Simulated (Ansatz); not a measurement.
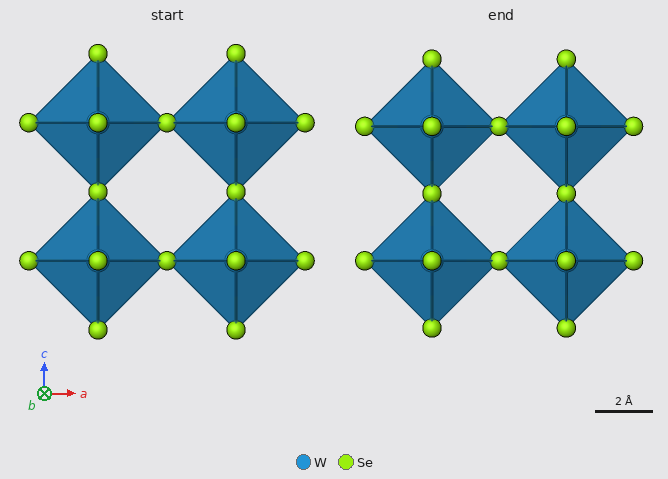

The structure of solid WSe₃ (a generated structure, set up in Pm-3m) before (left) and after (right) a relaxation, at one scale.

The picture is a polyhedral view of the cell of the calculation, seen along the b axis.

Case: relaxed at 8 GPa.

Method: DFT PBEsol, scalar-relativistic, plane waves, PAW (Ansatz 0.2.0).

The input:
```yaml
crystal:
  lattice:
    - [4.8914385674, 0.0, 0.0]
    - [0.0, 4.8914385674, 0.0]
    - [0.0, 0.0, 4.8914385674]
  atoms:
    - { symbol: W, position: [0.0, 0.0, 0.0] }
    - { symbol: Se, position: [0.0, 0.0, 0.5] }
    - { symbol: Se, position: [0.0, 0.5, 0.0] }
    - { symbol: Se, position: [0.5, 0.0, 0.0] }
basis:
  ecutwfc: 420
kpoints:
  mp_grid: { grid: [10, 10, 10] }
hamiltonian:
  xc: pbesol
scf:
  occupations: { method: fermi_dirac, width: 0.15 }
output:
  forces: true
  stress: true
  eigenvalues: true
relax:
  adjacent_minimum: "off"
  f_tol: 0.001
  max_steps: 60
  cell: { stress_tol: 0.02, p_target: 8.0 }
```

Launched with:
```bash
ansatz run input.yaml --threads 2 --pin off --max-ram 6144MiB --backend cpu --events-out ev --progress --plain --runs-dir out
```

**Describe what moved and what it gained.**

The atoms keep their places relative to the cell (all moves are under 0.005 Å). The volume changes by −7.8 %, with a = b = c 4.891 → 4.761 Å (−2.7 %). Among the contacts that change: W1–Se2 2.446 → 2.380 Å. The space group stays Pm-3m (No. 221). The energy rises by 52.8 meV per atom in 4 accepted moves (5 points after the start). With the target pressure of 8 GPa, the enthalpy E + pV changes by −61.0 meV per atom. All forces vanish by symmetry, so only the cell relaxes. The pressure goes from 0.00 to 8.00 GPa. At 1 point the geometry stayed and the basis and grid were re-selected for the new cell (energy shift of 0.3 meV per atom at most each time).
